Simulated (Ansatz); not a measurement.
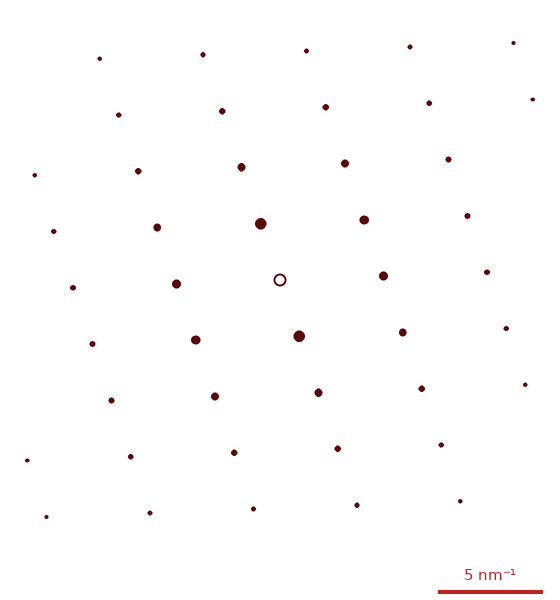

Computed electron diffraction pattern, 80 kV, single scattering only, B = 0.8 Å².

Q: Read the repeat vectors of the pattern off the scale bar.

A: The spots form a centred rectangular net whose two shortest vectors correspond to d = 3.49 Å and 2.00 Å, 73.3° apart.

Q: What is the point symmetry of the pattern, intensities included?

A: 2mm. A zero-layer kinematic pattern is always centrosymmetric (Friedel's law).

Q: Which crystal and zone produced it?

A: This cannot be fixed from one zone alone; the pattern is [210] of K, space group I4/mmm (No. 139), a = 4.677 Å, c = 6.974 Å. The net vectors are 0 0 2 and 1 -2 1. Structure: coordinates from a relaxation with DFT r2SCAN, scalar-relativistic, plane waves, PAW (Ansatz); the starting structure was generated, so it need not be a known form of this composition.
